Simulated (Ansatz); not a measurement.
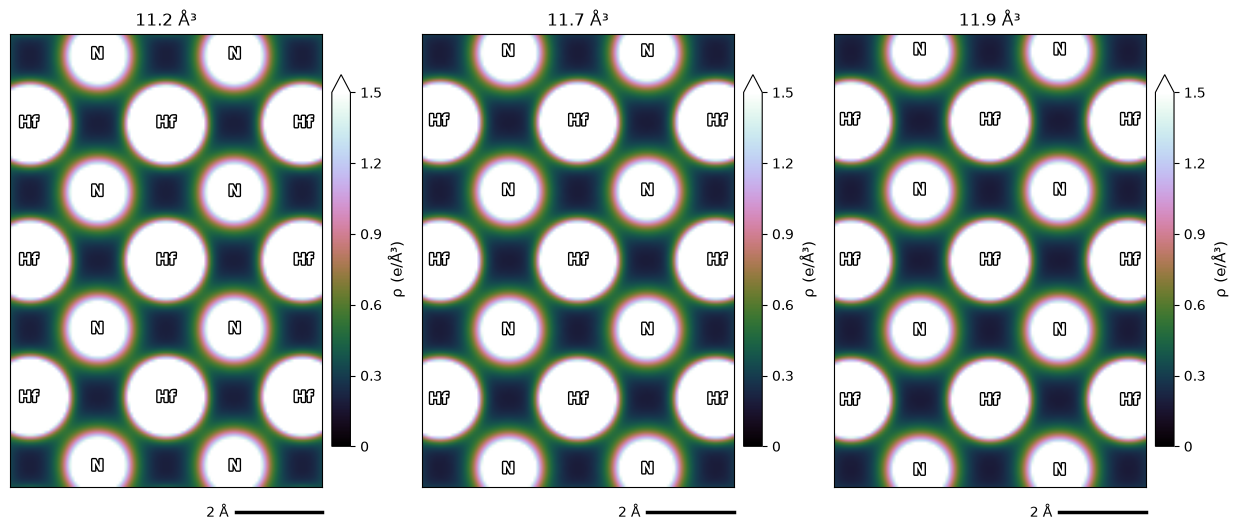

HfN. The valence electron density of cells scaled evenly to different volumes (given per atom above each panel), on the (110) plane of each (indices in the axes of the cell below), at one length scale and on one colour scale.

Method: Kohn-Sham DFT of a periodic cell, PBE0, Ansatz PAW (Ansatz 0.2.0).

The density is the valence pseudo-density of a PAW calculation; it isn't the true density close to the nuclei.

The largest cell:

```
Hf N
1.0
     0.00000    2.30025    2.30025
     2.30025    0.00000    2.30025
     2.30025    2.30025    0.00000
Hf N
1 1
Direct
  0.00000 0.00000 0.00000
  0.50000 0.50000 0.50000
```

| volume (Å³/atom) | Hf–N contact in the plane (Å) | ρ at its midpoint (e/Å³) | pressure (GPa) | 
| --- | --- | --- | --- |
| 11.25 | 2.241 | 0.533 | 7.8 | 
| 11.48 | 2.256 | ? | ? | 
| 11.71 | 2.271 | 0.495 | −4.0 | 
| 11.94 | 2.286 | 0.479 | −9.1 | 
| 12.17 | 2.300 | 0.463 | −13.6 | 

What values belong in the row with question marks?

Answer. Over the known rows ln ρ falls by 2.38 per Å of Hf–N distance (a least-squares line), which gives 0.514 e/Å³ at 2.256 Å; the calculation gives 0.514 e/Å³. For the pressure, a straight line in volume between the neighbouring rows gives 1.9 GPa; the calculation gives 1.6.
